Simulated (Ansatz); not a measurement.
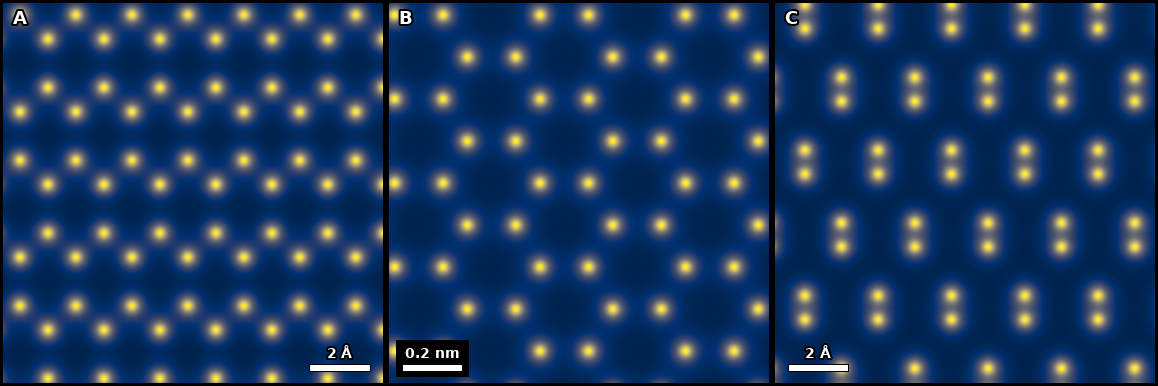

Three views of Ta (P6_3/mmc, No. 194) along different zone axes. Computed as the sum of neutral-atom potentials (tabulated electron scattering factors, B = 0.5 Å²) projected along the beam and smoothed by 0.25 Å; brighter is more positive. Structure: the geometry relaxed at fixed volume with DFT HSE06, scalar-relativistic, plane waves, PAW in Ansatz; the starting structure was generated, so it need not be a known form of this composition.

```yaml
crystal:
  lattice:
    - [2.87379, 0.00000, 0.00000]
    - [-1.43690, 2.48878, 0.00000]
    - [0.00000, 0.00000, 5.13627]
  atoms:
    - { symbol: Ta, position: [0.33333, 0.66667, 0.75000] }
    - { symbol: Ta, position: [0.66667, 0.33333, 0.25000] }
```

> Match the panels to the zone axes [001], [101] and [201].

A is [201]: projected cell 1.91 × 2.67 Å, 111°, plane group c2mm. B is [001]: projected cell 2.87 × 2.87 Å, 120°, plane group p6mm. C is [101]: projected cell 2.51 × 2.79 Å, 117°, plane group c2mm.
